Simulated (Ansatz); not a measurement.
**BN: a changed input and its effect**

System: BN (P-6m2, 4 atoms in the cell).
Method of run 1: DFT PBE, scalar-relativistic, plane waves, PAW, no spin polarisation (Ansatz 0.2.0).

The structure was made by a generator, so it may or may not be a known phase. Text and figures count atoms from 1; the logs count them from 0 in places.

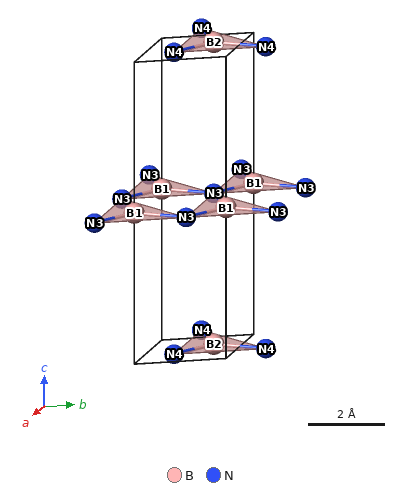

The structure (polyhedral view of the cell of the calculation, seen slightly off an axis; polyhedra are completed across the faces of the cell; atoms are numbered from 1 in the order of the input). An atom can appear more than once, as a periodic image.

### Input file, run 1
```yaml
crystal:
  lattice:
    - [2.5121490623, 0.0, 0.0]
    - [-1.2560745311, 2.175584906, 0.0]
    - [0.0, 0.0, 8.3518967055]
  atoms:
    - { symbol: B, position: [0.0, 0.0, 0.5] }
    - { symbol: B, position: [0.3333333333, 0.6666666667, 0.0] }
    - { symbol: "N", position: [0.3333333333, 0.6666666667, 0.5] }
    - { symbol: "N", position: [0.6666666667, 0.3333333333, 0.0] }
basis:
  ecutwfc: 420
kpoints:
  mp_grid: { grid: [12, 12, 4] }
  band_path:
    path:
      - [[0.0, 0.0, 0.0], [0.5, 0.0, 0.0], [0.33333333, 0.33333333, 0.0], [0.0, 0.0, 0.0], [0.0, 0.0, 0.5], [0.5, 0.0, 0.5], [0.33333333, 0.33333333, 0.5], [0.0, 0.0, 0.5]]
      - [[0.5, 0.0, 0.5], [0.5, 0.0, 0.0]]
      - [[0.33333333, 0.33333333, 0.5], [0.33333333, 0.33333333, 0.0]]
    npoints: 14
hamiltonian:
  xc: pbe
scf:
  occupations: { method: gaussian, width: 0.02 }
  n_extra_bands: 10
output:
  forces: true
  stress: true
  eigenvalues: true
  populations: true
  dos: { projected: true, de: 0.02, nscf_kmesh: { grid: [18, 18, 6] } }
  bader: true
  write_density: true
  write_potential: true
  elf: true
  volumetric_format: npy
```

Launched with:
```bash
ansatz run input.yaml --threads 1 --pin off --max-ram 2560MiB --backend cpu --events-out ev --progress --plain --runs-dir out
```

Hardware: 1 thread of Intel Xeon @ 2.70GHz, 189 GiB of memory available, shared host.

### Output, shortened to warnings, some set-up lines, iterations and results (run 1)
```
Basis set: ecut = 420 eV, 885 PW (Γ), exchange–correlation on 36×36×120 points (8 copies of the dense FFT grid, shifted against one another)
Symmetry: 12 space group operations
k-points: 57 of 576 (time reversal used)
Initial density: superposition of atomic densities (neutral atoms: chi_scale 0, normalization atom), corrected by the library's trained network
[...]
SCF iter   1: F=—  HF=-1084.859220 eV  |F-HF|=—  |Δ(HF+E_count)|=         —  Δρ=3.90e-3  dr2=2.42e-3  ethr=1.77e-3  ⟨swp⟩=6.1  Hψ=5371  notcnv=0  defer=8
SCF iter   2: F=—  HF=-1084.860209 eV  |F-HF|=—  |Δ(HF+E_count)|=   9.89e-4  Δρ=1.65e-3  dr2=3.80e-4  ethr=1.51e-5  ⟨swp⟩=2.8  Hψ=2266  notcnv=0  defer=185
SCF iter   3: F=—  HF=-1084.860552 eV  |F-HF|=—  |Δ(HF+E_count)|=   3.43e-4  Δρ=7.75e-4  dr2=6.70e-5  ethr=2.37e-6  ⟨swp⟩=2.1  Hψ=1509  notcnv=0  defer=185
SCF iter   4: F=—  HF=-1084.860696 eV  |F-HF|=—  |Δ(HF+E_count)|=   1.44e-4  Δρ=7.34e-5  dr2=8.34e-7  ethr=4.18e-7  ⟨swp⟩=2.5  Hψ=1561  notcnv=0  defer=185
SCF iter   5: F=-1084.860699 eV  HF=-1084.860699 eV  |F-HF|=5.42e-8  |Δ(HF+E_count)|=   3.18e-6  Δρ=9.19e-6  dr2=2.09e-8  ethr=5.22e-9  ⟨swp⟩=2.1  Hψ=1207  notcnv=0  defer=185
SCF iter   6: F=-1084.860699 eV  HF=-1084.860699 eV  |F-HF|=5.84e-9  |Δ(HF+E_count)|=   6.46e-8  Δρ=4.71e-6  dr2=8.18e-9  ethr=1.31e-10  ⟨swp⟩=9.9  Hψ=5924  notcnv=0
SCF 1 converged in 6 iterations: F = -1084.860699 eV  dr2 = 8.18e-9
NSCF: frozen V_eff on 129 k-points
NSCF: frozen V_eff on 148 k-points
SCF converged after 6 iterations
Free energy (F): -1084.860699 eV
Harris-Foulkes:  -1084.860699 eV  (|F-HF|=5.84e-9)
Internal energy: -1084.860699 eV  (E = F + TS)
E sigma→0 (E₀):  -1084.860699 eV
Fermi energy:    4.746682 eV
--- Per-component energies (eV) ---
  E_band       = -72.998411
  E_kinetic    = 365.511695
  E_local      = -958.448354  (includes V_loc(G=0)·N_el)
  E_nonlocal   = 115.412399
  E_hartree    = 339.147474
  E_xc         = -184.006742
  E_vxc        = -228.223627  (∫ρ·V_xc dr)
  E_paw        = -413.512055  (= ΣΔE_a)
  E_vpaw       = -45.546310  (= ΣTr[D̂ρ^β])
  E_aug_tail   = 0.000199  (compensation charges beyond the density's cutoff)
  E_ewald      = -348.965316
  E_smearing   = -0.000000  (= −TS)
  E_closure    = 0.000000  (closes the sum)
  Σ components = -1084.860699   (vs F -1084.860699, Δ=0.00e0)
--- Forces (eV/Å), atoms counted from 1 ---
  atom   1  B      0.00000000     0.00000000    -0.00000000
  atom   2  B      0.00000000    -0.00000000    -0.00000000
  atom   3  N      0.00000000     0.00000000    -0.00000000
  atom   4  N      0.00000000    -0.00000000    -0.00000000
  max |Σ_I F_I| component: 1.67e-16 eV/Å
--- Stress (GPa, compression-positive) ---
       -0.010160      -0.000000      -0.000000
        0.000000      -0.010160      -0.000000
       -0.000000      -0.000000       0.046810
  P = ⅓ Tr σ = 0.0088 GPa (0.088 kbar)
--- Löwdin populations: 4 sites ---
  site symbol       q [e]
     0      B      2.5878
     1      B      2.5882
     2      N      5.3455
     3      N      5.3458
  spilling = 0.008289 (of n_electrons = 16.000000)
--- Bader charges: 4 sites ---
  site symbol  charge [e]  shift [e]
     0      B      2.2154     0.0005
     1      B      2.2153     0.0005
     2      N     -2.2151     0.0005
     3      N     -2.2156     0.0005
  estimated error of the sums over rays = 3.2e-4 e
```

The input of run 2 differs as follows (lines with − go, lines with + come):
```diff
-  mp_grid: { grid: [12, 12, 4] }
+  mp_grid: { grid: [12, 12, 2] }
-    npoints: 14
+    npoints: 4
-  xc: pbe
+  xc: hse06
-  n_extra_bands: 10
-  dos: { projected: true, de: 0.02, nscf_kmesh: { grid: [18, 18, 6] } }
-  bader: true
+  dos: { projected: true, de: 0.02 }
+  bader: false
```

Predict how the results change.

The total energies belong to different methods, so their difference says nothing on which is more stable or more accurate. The gap on the mesh goes from 4.39 to 5.46 eV. The pressure goes from 0.01 to −3.94 GPa. The functional changes from PBE to HSE06. The SCF takes 11 iterations against 6. The irreducible k-points go from 57 to 38. On the same kind of shared host run 2 took about 9.2 times as long.

### Output, shortened to warnings, some set-up lines, iterations and results (run 2)
```
Warning: output.stress: scf.convergence.dr2_threshold = 1e-7 eV (the SCF's general default) is looser than the 4e-10 eV advised for a printed stress (1e-10 eV for each atom of the cell: 4). What an SCF threshold leaves in a stress goes as its square root, and in the free energy as the threshold itself, and one threshold admits the most on a small cell: of the crystals measured, under no hybrid …
Warning: output.stress: scf.exx.energy_threshold = 1e-6 eV is looser than the 4e-8 eV advised for a stress under a hybrid functional (1e-8 eV for each atom of the cell: 4). Every SCF of the exchange loop can meet its threshold on dr2 while the loop round them stops early: no threshold on dr2 bounds what that leaves in the stress. Set scf.exx.energy_threshold to 4e-8 eV or tighter. The threshold …
Basis set: ecut = 420 eV, 885 PW (Γ), exchange–correlation on 36×36×120 points (8 copies of the dense FFT grid, shifted against one another)
Symmetry: 12 space group operations
k-points: 38 of 288 (time reversal used)
Initial density: superposition of atomic densities (neutral atoms: chi_scale 0, normalization atom), corrected by the library's trained network
[...]
SCF iter   1: F=—  HF=-1084.857529 eV  |F-HF|=—  |Δ(HF+E_count)|=         —  Δρ=3.88e-3  dr2=2.37e-3  ethr=1.77e-3  ⟨swp⟩=8.6  Hψ=2367  notcnv=0
SCF iter   2: F=-1084.859058 eV  HF=-1084.858675 eV  |F-HF|=3.83e-4  |Δ(HF+E_count)|=   1.15e-3  Δρ=1.67e-3  dr2=3.73e-4  ethr=1.48e-5  ⟨swp⟩=4.7  Hψ=1429  notcnv=0  defer=31
SCF 1 stopped early in 2 iterations: F = -1084.859058 eV  dr2 = 3.73e-4
SCF iter   1: F=—  HF=-1085.062882 eV  |F-HF|=—  |Δ(HF+E_count)|=         —  Δρ=7.12e-3  dr2=1.54e-2  ethr=2.33e-5  ⟨swp⟩=6.9  Hψ=2125  notcnv=0
SCF iter   2: F=—  HF=-1085.058145 eV  |F-HF|=—  |Δ(HF+E_count)|=   4.74e-3  Δρ=3.40e-3  dr2=2.53e-3  ethr=2.33e-5  ⟨swp⟩=3.1  Hψ=1308  notcnv=0
SCF iter   3: F=—  HF=-1085.063502 eV  |F-HF|=—  |Δ(HF+E_count)|=   5.36e-3  Δρ=1.60e-3  dr2=1.01e-3  ethr=1.17e-5  ⟨swp⟩=4.0  Hψ=1210  notcnv=0  defer=11
SCF iter   4: F=—  HF=-1085.063199 eV  |F-HF|=—  |Δ(HF+E_count)|=   3.04e-4  Δρ=1.82e-4  dr2=2.61e-5  ethr=3.52e-8  ⟨swp⟩=3.3  Hψ=1954  notcnv=0
SCF iter   5: F=—  HF=-1085.063310 eV  |F-HF|=—  |Δ(HF+E_count)|=   1.11e-4  Δρ=2.37e-4  dr2=2.21e-5  ethr=3.52e-8  ⟨swp⟩=4.0  Hψ=1216  notcnv=0  defer=1
SCF iter   6: F=-1085.063312 eV  HF=-1085.063304 eV  |F-HF|=8.39e-6  |Δ(HF+E_count)|=   6.55e-6  Δρ=3.63e-5  dr2=1.80e-6  ethr=3.52e-8  ⟨swp⟩=3.5  Hψ=1114  notcnv=0
SCF 2 stopped early in 6 iterations: F = -1085.063312 eV  dr2 = 1.80e-6
SCF iter   1: F=—  HF=-1085.063395 eV  |F-HF|=—  |Δ(HF+E_count)|=         —  Δρ=3.91e-5  dr2=2.64e-7  ethr=4.22e-7  ⟨swp⟩=5.8  Hψ=1317  notcnv=0
SCF iter   2: F=—  HF=-1085.063395 eV  |F-HF|=—  |Δ(HF+E_count)|=   1.70e-7  Δρ=2.00e-5  dr2=9.50e-8  ethr=1.43e-9  ⟨swp⟩=3.8  Hψ=1152  notcnv=0  defer=12
SCF iter   3: F=-1085.063395 eV  HF=-1085.063395 eV  |F-HF|=2.63e-9  |Δ(HF+E_count)|=   1.55e-8  Δρ=6.33e-6  dr2=4.48e-9  ethr=4.98e-10  ⟨swp⟩=2.9  Hψ=856  notcnv=0  defer=10
SCF 3 converged in 3 iterations: F = -1085.063395 eV  dr2 = 4.48e-9
  Residual-converged pass: ⟨swp⟩=3.8  Hψ=1129  notcnv=0  max |occ|·‖R‖ = 2.4e-6 eV (tolerance 2.4e-6 eV)  dr2=4.14e-9  dr2_onsite=1.03e-9  max |Δocc| = 0.0e0
hybrid outer 2: dexx = +2.370e-7 eV, tail = 1.47e-8 eV, Δε = 1.22e-3 eV (about 4.39e-5 eV left of the loop's levels)
NSCF: frozen V_eff on 39 k-points
hybrid SCF converged: 2 outer / 9 inner (+2 warm-up), last move |dexx| = 2.37e-7 eV, tail = 1.47e-8 eV
Stability not checked: this state was not tested for a lower state beside it, because the functional holds exact exchange (a hybrid, or Hartree-Fock), whose exchange loop this test does not read (fock_operator; see scf.lower_state_search)
Free energy (F): -1085.063395 eV
Frozen-core exchange: fock
Harris-Foulkes:  -1085.063395 eV  (|F-HF|=2.63e-9)
Internal energy: -1085.063395 eV  (E = F + TS)
E sigma→0 (E₀):  -1085.063395 eV
Fermi energy:    4.483991 eV
--- Per-component energies (eV) ---
  E_band       = -97.737716
  E_kinetic    = 365.554137
  E_local      = -956.679367  (includes V_loc(G=0)·N_el)
  E_nonlocal   = 113.404903
  E_hartree    = 339.365038
  E_xc         = -148.898808
  E_vxc        = -182.890132  (∫ρ·V_xc dr)
  E_exx        = -38.653215  (= α·E_x^exact, valence–valence)
  E_paw        = -410.121551  (= ΣΔE_a)
  E_vpaw       = -38.550981  (= ΣTr[D̂ρ^β])
  E_aug_tail   = 0.000198  (compensation charges beyond the density's cutoff)
  E_ewald      = -348.965316
  E_core_change = -0.069406  (= ΣΔE_core)
  E_smearing   = -0.000000  (= −TS)
  E_closure    = -0.000009  (closes the sum)
  Σ components = -1085.063395   (vs F -1085.063395, Δ=0.00e0)
--- Forces (eV/Å), atoms counted from 1 ---
  atom   1  B     -0.00000000    -0.00000000    -0.00000000
  atom   2  B      0.00000000     0.00000000    -0.00000000
  atom   3  N      0.00000000     0.00000000    -0.00000000
  atom   4  N      0.00000000     0.00000000    -0.00000000
  max |Σ_I F_I| component: 1.39e-16 eV/Å
--- Stress (GPa, compression-positive) ---
       -5.877713       0.000000      -0.000000
        0.000000      -5.877713      -0.000000
       -0.000000      -0.000000      -0.055850
  P = ⅓ Tr σ = -3.9371 GPa (-39.371 kbar)
--- Löwdin populations: 4 sites ---
  site symbol       q [e]
     0      B      2.5491
     1      B      2.5494
     2      N      5.3827
     3      N      5.3830
  spilling = 0.008479 (of n_electrons = 16.000000)
```

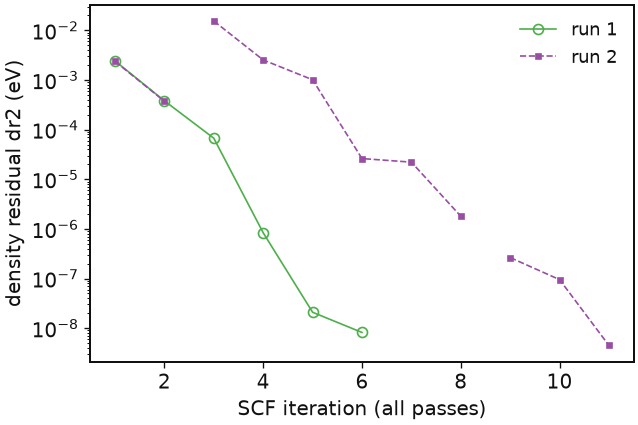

Convergence of the two runs: density residual dr2 against the SCF iteration. A break in a curve parts two SCF passes. Run 1 takes 6 iterations in all, and run 2 takes 11.

### The two runs side by side

```csv
quantity,run 1,run 2
outcome,converged,converged
free energy per atom (eV),−271.2152,−271.2658
gap on the mesh (eV),4.39,5.46
pressure (GPa),0.01,−3.94
largest force (eV/Å),0.000,0.000
SCF iterations,6,11
irreducible k-points,57,38
plane waves at Γ,885,885
wall time (shared host),66 s,10 min
```

For run 2: Warnings: the exchange loop's threshold is looser than advised for the stress; the SCF threshold is looser than advised for the printed stress.
